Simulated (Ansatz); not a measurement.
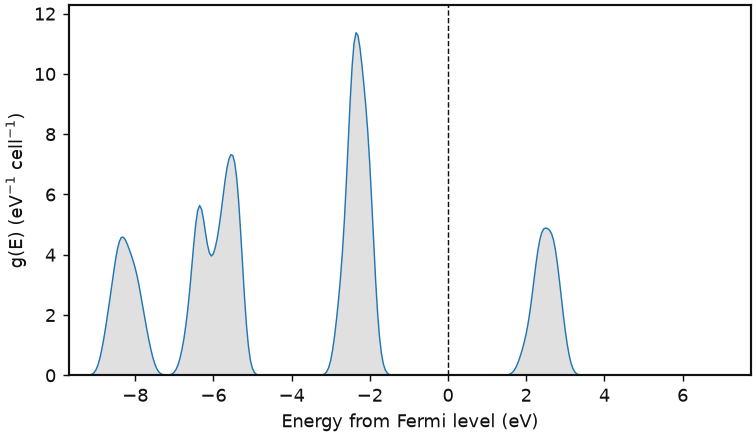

Density of states. Energies are counted from the Fermi level, put mid-gap where there is a gap. The curve is built from the levels of the k mesh with Gaussians 0.3 eV wide, which also blur the band edges.

This input was run:

```
crystal:
  lattice:
    - [2.6008784203, -1.4917119192, -0.0062865132]
    - [2.6008784203, 1.4917119192, -0.0062865132]
    - [-2.0794375002, 0.0, 6.3937108801]
  atoms:
    - { symbol: F, position: [0.5116259742, 0.5116259742, 0.3991181674] }
    - { symbol: F, position: [0.0954607547, 0.0954607547, 0.1000819044] }
    - { symbol: F, position: [0.4883740258, 0.4883740258, 0.6008818326] }
    - { symbol: F, position: [0.9045392453, 0.9045392453, 0.8999180956] }
kpoints:
  mp_grid: { grid: [10, 10, 4] }
  band_path:
    path:
      - [0.0, 0.0, 0.0]
      - [-0.3401160853, 0.3401160853, 0.0]
      - [-0.6598839147, -0.3401160853, 0.0]
      - [-0.5, -0.5, 0.0]
      - [-0.5, -0.5, 0.5]
      - [-0.6794305525, -0.3205694475, 0.5]
      - [-0.3205694475, 0.3205694475, 0.5]
      - [0.0, 0.0, 0.5]
      - [-0.5, 0.0, 0.5]
    npoints: 1
hamiltonian:
  xc: r2scan
scf:
  occupations: { method: fixed }
  n_extra_bands: 5
output:
  forces: true
  stress: true
  eigenvalues: true
```

Run as:
```bash
ansatz run input.yaml --threads 4 --pin off --max-ram 4608MiB --backend cpu --events-out ev --progress --plain --runs-dir out
```

**Is there a gap at the Fermi level, and how wide?**

There is a gap; over the k points computed it is 3.51 eV (indirect; the smallest direct gap is 3.66 eV).

**How wide is the upper valence band?**

The upper group of valence states starts about 1.2 eV under the valence-band top (which lies at −1.8 eV on this axis), with a gap beneath it; it holds about 8 electrons a cell.

**Where is the tallest peak of the filled states in the window?**

Within the window shown, the tallest peak of the filled states lies 0.6 eV under the valence-band top, at about 11 states per eV and cell.
